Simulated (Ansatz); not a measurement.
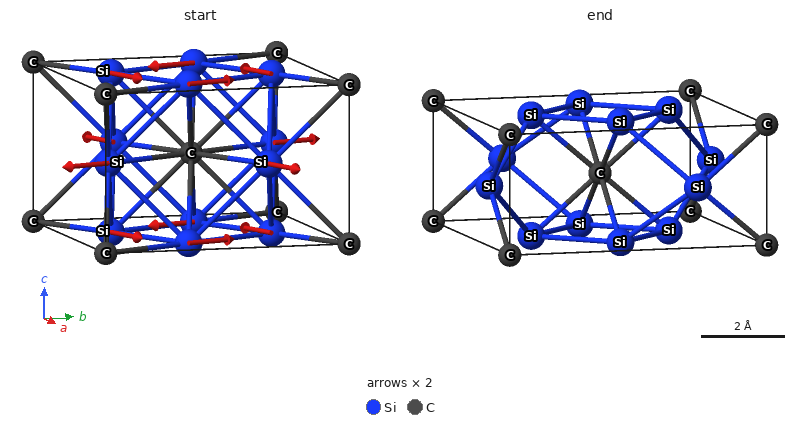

The structure of solid Si4C (a generated structure, set up in I4/m) (coarse preliminary run) before (left) and after (right) a relaxation, at one scale. The red arrows give the displacements (the part carried along by the change of the cell is left out), 2 times their true length.

A ball-and-stick model of the conventional cell (2 times the calculation's cell), seen slightly off an axis. Lengths and directions refer to the drawn axes.

Method: DFT PBE, scalar-relativistic, plane waves, PAW in Ansatz. Set-up: plane-wave cutoff 420 eV; k-point mesh 6 × 6 × 6; occupations gaussian; smearing width 0.1 eV; no spin polarisation; cell and atoms relaxed; force threshold 0.04 eV/Å; at most 70 steps.

**Describe what moved and what it gained.**

Over 11 accepted moves (12 points after the start) the energy falls by 498 meV per atom. Largest force component: 0.46 eV/Å at the start, 0.022 eV/Å at the end. The pressure goes from −11.13 to 0.04 GPa. The SCF was repeated once at an unchanged geometry on a basis and grid sized afresh for the cell, which shifted the energy by 0.5 meV per atom at most. The largest moves relative to the cell, 0.68 Å, are those of Si atoms. C stays in place. Cell: a = b 6.151 → 6.494 Å (+5.6 %), c 3.890 → 2.948 Å (−24.2 %). Volume −15.5 %. Some distances before and after: Si–Si 3.890 → 2.948 Å, C–Si 2.751 → 3.580 Å, Si–Si 2.751 → 3.573 Å, C–Si 2.751 → 2.279 Å. Bond angles that change, for instance: Si–Si–Si 120.0° → 90.0°, Si–Si–Si 60.0° → 90.0°, Si–Si–Si 120.0° → 145.4°. The space group (tolerance 0.01 Å) goes from I4/m (No. 87) to I4/mmm (No. 139).
